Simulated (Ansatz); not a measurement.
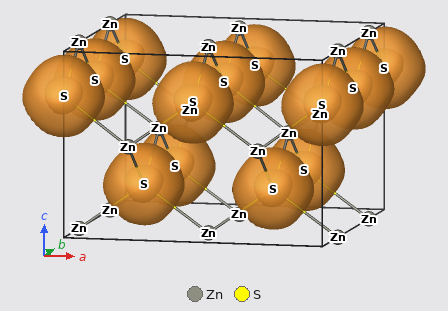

Figure 1: ZnS. Isosurface of the ELF at 0.7 (orange), seen slightly off an axis. Only the valence region is drawn (cores and ρ < 0.01 e/Å³ removed). Sticks mark near contacts.

Space group Cmm2; changed on purpose from its base cell (atom 5 (S) moved -0.067 A along Cartesian [0 1 0]); not relaxed (largest force 0.6 eV/Å); computed pressure about −5 GPa in this cell.

Computed with DFT LDA, scalar-relativistic, plane waves, PAW in Ansatz 0.2.0.

Question: What do the ELF domains correspond to?

Answer: The surface consists of eight regions wrapped around S (the valence shell of each), counted in one cell of 16 atoms. Regions shared between cells count once. Along the contacts the grid gives the following. Zn–S (2.30 Å): the ELF peaks at about 0.90 in the valence shell of S, 0.8 Å from its nucleus, and is about 0.55 at the midpoint. Zn–S (2.38 Å): the ELF peaks at about 0.90 in the valence shell of S, 0.8 Å from its nucleus, and is about 0.55 at the midpoint.

Question: Does the calculation give a band gap?

Answer: It is gapped, with a Kohn–Sham gap of 1.8 eV on the k-point mesh, an upper bound to the gap of this method.
